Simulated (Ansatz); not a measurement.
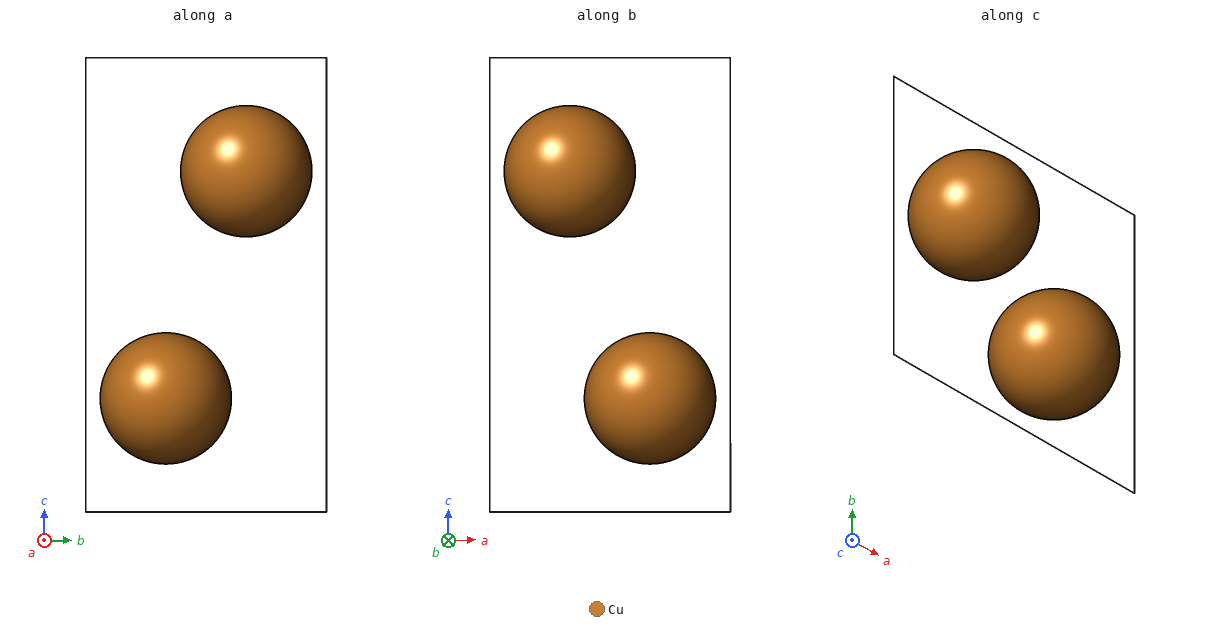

Drawn in the spheres-only manner and seen along the a axis, along the b axis and along the c axis. The edges of the unit cell are marked.

Lattice parameters: a = 2.657 Å, b = 2.658 Å, c = 4.342 Å, α = 90.00°, β = 90.00°, γ = 119.99°. Put a along x and b in the xy plane.

### Reconstruct the structure as a POSCAR file.

```
Cu
1.0
     2.657    0.000    0.000
    -1.329    2.302    0.000
     0.000    0.000    4.342
Cu
2
Direct
  0.3329 0.6671 0.7500
  0.6659 0.3329 0.2500
```

It goes back to a structure type filled with this element by a generator (whether the element takes this form wasn't checked). Earlier steps of the study may have refined or changed the cell and positions. It was run through Ansatz as a DFT input.

At this level of theory the cell isn't at rest (stretched, at -8 GPa), so its distances can differ from those at equilibrium, the more so the softer the solid.
